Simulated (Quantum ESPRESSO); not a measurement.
## Al2Au: 7 runs along one coordinate

System: Al2Au (Fm-3m, 3 atoms in the cell).
Method: Kohn-Sham DFT of a periodic cell, PBE, SSSP 1.3 efficiency PBE, no spin polarisation (Quantum ESPRESSO 7.5).

The 7 runs differ only in the geometry, by an even scaling of the cell at fixed fractional positions. The structure derives from an entry of the Crystallography Open Database.

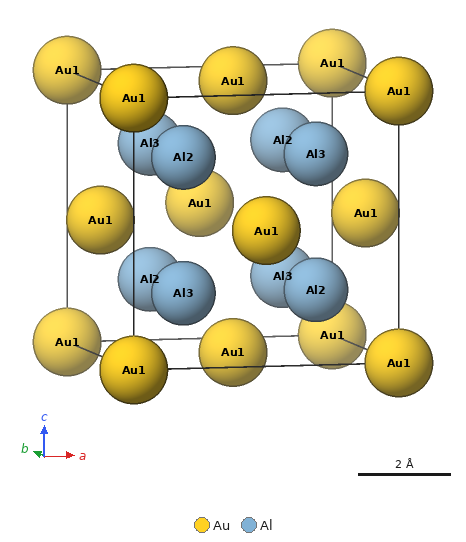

Figure 1. The structure of run 4 (spheres-only view of the cell 4 times as large as that of the calculation, set on its symmetry axes, seen slightly off an axis; atoms are numbered from 1 in the order of the input).

## Input of run 4
```
&CONTROL
  calculation = 'scf'
  prefix = 'pwscf'
  outdir = './tmp'
  pseudo_dir = './pseudo'
  tprnfor = .true.
  tstress = .true.
  disk_io = 'nowf'
/
&SYSTEM
  ibrav = 0
  nat = 3
  ntyp = 2
  ecutwfc = 60
  ecutrho = 440
  nbnd = 19
  occupations = 'smearing'
  smearing = 'fd'
  degauss = 0.00367493
/
&ELECTRONS
  conv_thr = 6d-10
  electron_maxstep = 120
  mixing_beta = 0.5
/
ATOMIC_SPECIES
Au   196.9666 Au_ONCV_PBE-1.0.oncvpsp.upf
Al    26.9815 Al.pbe-n-kjpaw_psl.1.0.0.UPF
CELL_PARAMETERS angstrom
   0.0000000000    3.0000000000    3.0000000000
   3.0000000000    0.0000000000    3.0000000000
   3.0000000000    3.0000000000    0.0000000000
ATOMIC_POSITIONS crystal
Au     0.0000000000    0.0000000000    0.0000000000
Al     0.7500000000    0.7500000000    0.7500000000
Al     0.2500000000    0.2500000000    0.2500000000
K_POINTS automatic
8 8 8 0 0 0
```

Command:
```bash
OMP_NUM_THREADS=1 pw.x -in pw.in > pw.out
```

Run 2 differs from it as follows:
```diff
-   0.0000000000    3.0000000000    3.0000000000
-   3.0000000000    0.0000000000    3.0000000000
-   3.0000000000    3.0000000000    0.0000000000
+   0.0000000000    2.9594544892    2.9594544892
+   2.9594544892    0.0000000000    2.9594544892
+   2.9594544892    2.9594544892    0.0000000000
```

## Results, with one run withheld

```csv
run,volume per atom (Å³),"free energy per atom, from the lowest run given (meV)",pressure (GPa)
1,16.920,52.75,11.68
2,17.280,?,?
3,17.640,14.25,5.63
4,18.000,4.43,3.10
5,18.360,0.00,0.84
6,18.720,0.36,−1.17
7,19.080,4.97,−2.96
```

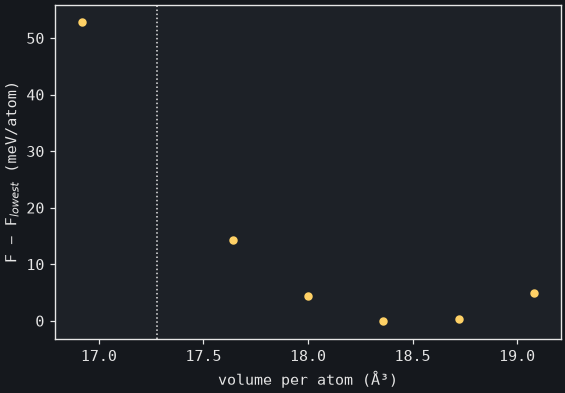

Figure 2. Free energy per atom of the runs given; the dotted line marks run 2.

What should run 2 give?

A cubic polynomial in V^(−2/3) (the Birch–Murnaghan form), fitted to the 6 runs given, misses them by under 0.01 meV per atom. With x = V^(−2/3) − 0.14508 Å⁻², it reads F = 2.7483 + 2912.5 x + 6.7818e+05 x² + 2.2604e+06 x³ (meV per atom). At run 2 it gives 30.10 meV per atom, and the run itself gives 30.10. The slope of the fit gives a pressure −dF/dV of 8.51 GPa there, and the run prints 8.49 GPa. The fit has its minimum at 18.510 Å³ per atom, where V d²F/dV² gives 104 GPa: the bulk modulus at this level, since symmetry fixes the shape and the positions.

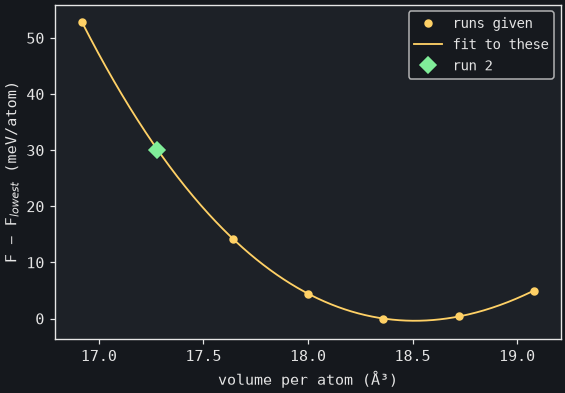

Figure 3. The fit and the withheld run.

## Some lines of the output (run 2)
```
[...]
     unit-cell volume          =     349.8337 (a.u.)^3
     number of k points=    29  Fermi-Dirac smearing, width (Ry)=  0.0037
     total energy              =    -353.76502183 Ry
     total energy              =    -353.76673702 Ry
     total energy              =    -353.76782775 Ry
     total energy              =    -353.76809860 Ry
     total energy              =    -353.76810476 Ry
     total energy              =    -353.76810545 Ry
     total energy              =    -353.76810547 Ry
     the Fermi energy is    11.8804 ev
!    total energy              =    -353.76810547 Ry
     The total energy is F=E-TS. E is the sum of the following terms:
     Computing stress (Cartesian axis) and pressure
          total   stress  (Ry/bohr**3)                   (kbar)     P=       84.86
```

Notes: Spin–orbit coupling is left out, which matters for Au.
